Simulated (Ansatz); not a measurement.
System: Sc.

Space group P-1. This isn't the usual form at ambient conditions. The cell comes from a database of computed structures, not from a measurement.

Input file:

```
crystal:
  lattice:
    - [3.2019616822, 0.0, 0.0]
    - [1.5021078373, 2.8441406042, 0.0]
    - [1.5489936237, 0.926446803, 2.6741812389]
  atoms:
    - { symbol: Sc, position: [0.0, 0.0, 0.0] }
basis:
  ecutwfc: 500
  fft_grid_basis: typed
kpoints:
  mp_grid: { grid: [12, 12, 12] }
hamiltonian:
  xc: pbe
  pseudopotentials: { kind: paw }
scf:
  occupations: { method: gaussian, width: 0.05 }
output:
  forces: true
  stress: true
  eigenvalues: true
  bader: true
  write_density: true
  volumetric_format: npy
  elf: true
```

Run with:

```sh
ansatz run input.yaml --threads 1 --pin off --max-ram 2560MiB --backend cpu --events-out ev --progress --plain --runs-dir out
```

The picture shows the conventional cell (a = 5.50 Å, b = 3.31 Å, c = 3.23 Å, α = 90.01°, β = 124.02°, γ = 89.71°).

All numbers below come from DFT PBE, scalar-relativistic, plane waves, PAW (Ansatz 0.2.0).

Question: Predict the deformation density (crystal less neutral atoms): where will charge gather?

Answer: Sc–Sc (3.20 Å): Δρ is about zero at the midpoint. Over the whole cell, outside the masked cores, the largest gain, 0.03 e/Å³, lies 2.3 Å from a scandium nucleus, and the largest loss lies at the edge of the masked core of Sc. In all about 0.12 e an atom is rearranged against the free atoms.

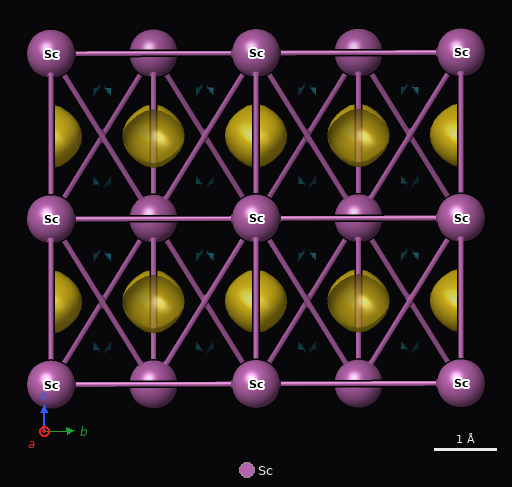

Computed deformation density: yellow surfaces at +0.02 and cyan ones at −0.02 e/Å³, in the conventional cell, repeated, seen along the a axis (the regions close to the nuclei are left out).

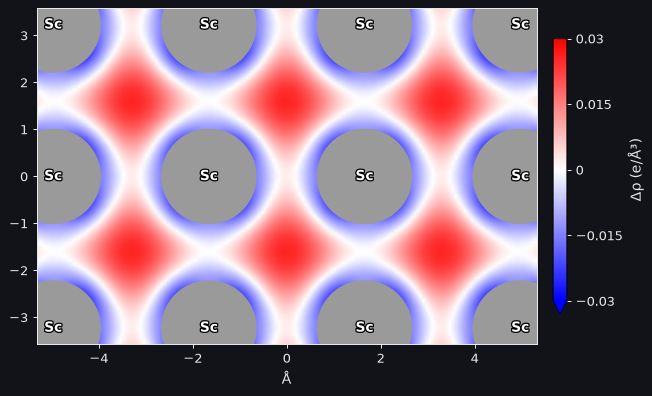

Computed deformation density: a map on the (100) plane of the conventional cell, with grey discs over the atomic cores.

Cores are masked to 1.0 Å (Sc).

In a PAW calculation such maps are meaningful between the atoms, not at the nuclei.
